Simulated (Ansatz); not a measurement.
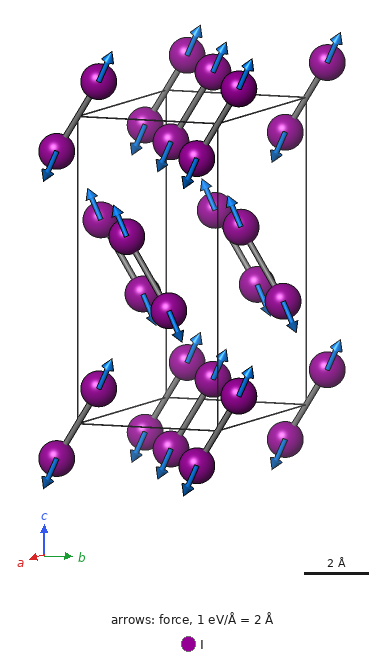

Starting geometry of a crystal of I (set up in Cmce) with the computed forces as blue arrows. The picture is a ball-and-stick view of the conventional cell (2 times the calculation's cell), seen slightly off an axis. Lengths and directions refer to the drawn axes.

All numbers below come from Ansatz 0.2.0, DFT PBEsol, scalar-relativistic, plane waves, PAW.

The input:
```yaml
crystal:
  lattice:
    - [3.6275, -2.3975, 0.0]
    - [3.6275, 2.3975, 0.0]
    - [0.0, 0.0, 9.78]
  atoms:
    - { symbol: I, position: [0.85, 0.15, 0.117] }
    - { symbol: I, position: [0.65, 0.35, 0.617] }
    - { symbol: I, position: [0.15, 0.85, 0.883] }
    - { symbol: I, position: [0.35, 0.65, 0.383] }
basis:
  ecutwfc: 420
kpoints:
  mp_grid: { grid: [8, 8, 4] }
hamiltonian:
  xc: pbesol
scf:
  occupations: { method: gaussian, width: 0.02 }
output:
  forces: true
  stress: true
  eigenvalues: true
relax:
  adjacent_minimum: "off"
  f_tol: 0.005
  max_steps: 80
  cell: { stress_tol: 0.05 }
```

Launched with:
```bash
ansatz run input.yaml --threads 1 --pin off --max-ram 2560MiB --backend cpu --events-out ev --progress --plain --runs-dir out
```

### What follows when this structure is relaxed?

It isn't relaxed: the largest force vector, on I atoms, is 0.55 eV/Å. The final displacements follow the starting forces only in part (cosine between the two patterns 0.80). The energy falls by 40.3 meV per atom in 7 accepted moves (8 points after the start). Largest force component: 0.5 eV/Å at the start, 0.00093 eV/Å at the end. The pressure goes from −0.28 to 0.00 GPa. The SCF was repeated once at an unchanged geometry on a basis and grid sized afresh for the cell, which shifted the energy by 0.4 meV per atom at most. The largest moves relative to the cell, 0.12 Å, are those of I1, I2, I3 and I4. I4 goes roughly along [0 3 −1]. The drawn cell changes as follows: a 7.255 → 7.502 Å (+3.4 %), b 4.795 → 4.387 Å (−8.5 %), c 9.780 → 9.638 Å (−1.5 %); the volume changes by −6.8 %. Among the contacts that change: I1–I3 2.703 → 2.811 Å. The space group stays Cmce (No. 64). Cost: 2 min on 1 thread of Intel(R) Xeon(R) 6975P-C (Granite Rapids) (shared host), peak memory 0.62 GiB.
